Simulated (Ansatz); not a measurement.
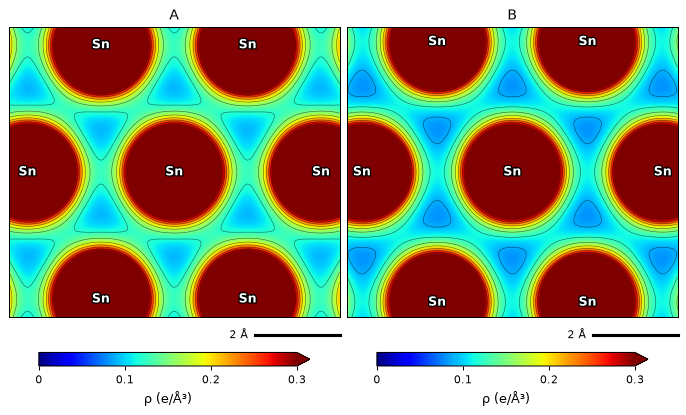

Sn. The valence pseudo-density of two cells that differ in size, on the (001) plane of each (indices in the axes of the calculation cell), at one length scale and on one colour scale; one has 29.6 and the other 31.9 Å³ an atom.

Level of theory: Ansatz, DFT, revPBE, plane waves (420 eV) with PAW, scalar-relativistic.

The larger cell:

```xyz
4
Lattice="3.5457 0.0000 0.0000 -1.7729 3.0707 0.0000 0.0000 0.0000 11.7062" Properties=species:S:1:pos:R:3 pbc="T T T"
Sn    0.0000    0.0000    0.0000
Sn    0.0000    0.0000    5.8531
Sn    0.0000    2.0471    2.9266
Sn    1.7729    1.0236    8.7797
```

The smaller cell: a = 3.459 Å, b = 3.459 Å, c = 11.421 Å, α = 90.00°, β = 90.00°, γ = 120.00°.

Q: Which is the denser cell? Describe the effect of the change.

A: Panel A is the smaller cell, by 7 % in volume. From the larger cell to the smaller, Sn–Sn goes from 3.55 to 3.46 Å, and the density at its midpoint from 0.11 to 0.13 e/Å³; the pressure goes from −3.7 to −1.4 GPa.
